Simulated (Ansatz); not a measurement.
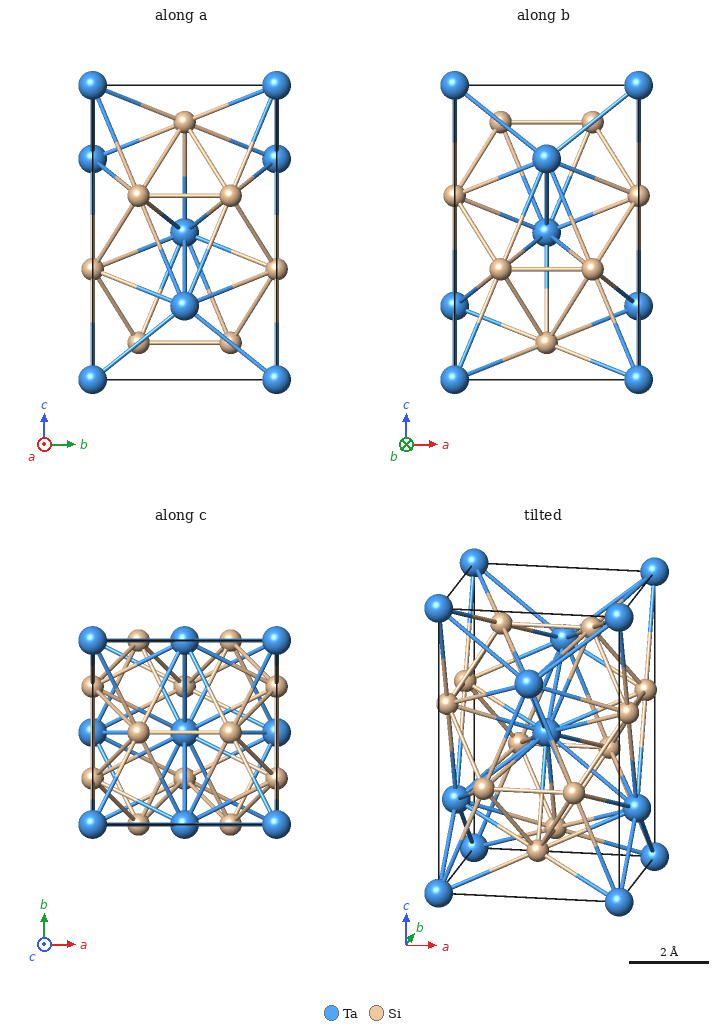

Drawn in the ball-and-stick manner and seen along the a axis, along the b axis, along the c axis and slightly off an axis. The frame is the conventional unit cell; atoms at its boundary are shown with their periodic copies.

Lattice parameters: a = 4.6992 Å, b = 4.6992 Å, c = 7.5176 Å, α = 90.000°, β = 90.000°, γ = 90.000°.

Question: Set out the cell and atoms as a CIF in P1 with every atom of the cell.

Answer:
```cif
data_structure
_symmetry_space_group_name_H-M 'P 1'
_symmetry_Int_Tables_number 1
_cell_length_a 4.6992
_cell_length_b 4.6992
_cell_length_c 7.5176
_cell_angle_alpha 90.000
_cell_angle_beta 90.000
_cell_angle_gamma 90.000
_cell_volume 166.01
loop_
_atom_site_label
_atom_site_type_symbol
_atom_site_fract_x
_atom_site_fract_y
_atom_site_fract_z
_atom_site_occupancy
Ta1 Ta 0.0000 0.0000 0.0000 1
Ta2 Ta 0.0000 0.5000 0.2500 1
Si1 Si 0.5000 0.7500 0.1250 1
Si2 Si 0.2500 0.0000 0.3750 1
Si3 Si 0.5000 0.2500 0.1250 1
Si4 Si 0.7500 0.0000 0.3750 1
Ta3 Ta 0.5000 0.5000 0.5000 1
Ta4 Ta 0.5000 0.0000 0.7500 1
Si5 Si 0.0000 0.2500 0.6250 1
Si6 Si 0.7500 0.5000 0.8750 1
Si7 Si 0.0000 0.7500 0.6250 1
Si8 Si 0.2500 0.5000 0.8750 1
```

Starting structure: a structure type filled with these elements by a generator (whether the compound takes this form wasn't checked). A relaxation with DFT r2SCAN, scalar-relativistic, plane waves, PAW in Ansatz gave the geometry drawn.
